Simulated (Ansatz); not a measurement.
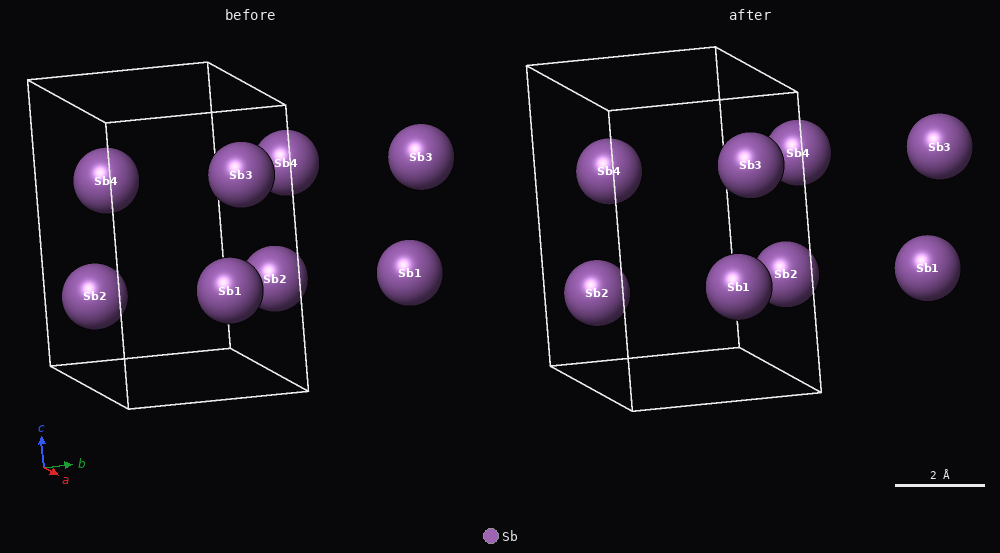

Left: a symmetric starting cell of Sb. Right: the same structure after one change, at the same scale. Style: spheres-only. Shown: the cell of the calculation, repeated 1 × 2 × 1 with one cell outlined, slightly off an axis.

Method: Ansatz, DFT PBE, scalar-relativistic, plane waves, PAW. Set-up: plane-wave cutoff 420 eV; k-point mesh 10 × 10 × 8; occupations gaussian; smearing width 0.1 eV; no spin polarisation.

**What distinguishes the right structure from the left one?**

All lengths are scaled by +5.0 % (volume +15.7 %), the atoms keeping their fractional coordinates. No relaxation follows. The starting cell wasn't computed here and needn't be at equilibrium, so pressure and forces aren't due to the change alone.

**How do the computed properties respond?**

Near-neighbour distances before and after: Sb–Sb 2.978 → 3.126 Å, Sb–Sb 2.917 → 3.063 Å. The space group stays P2_1/m (No. 11). The pressure is −5.1 GPa (not all of it need come from the change, since the unchanged cell can be under pressure at this level too). The principal stresses (compression positive) are −4.7 GPa along c, −4.8 GPa roughly along a, −5.8 GPa along b. The largest forces, 0.77 eV/Å, act on Sb2 and Sb3; on Sb2 it points along [−1 0 2].
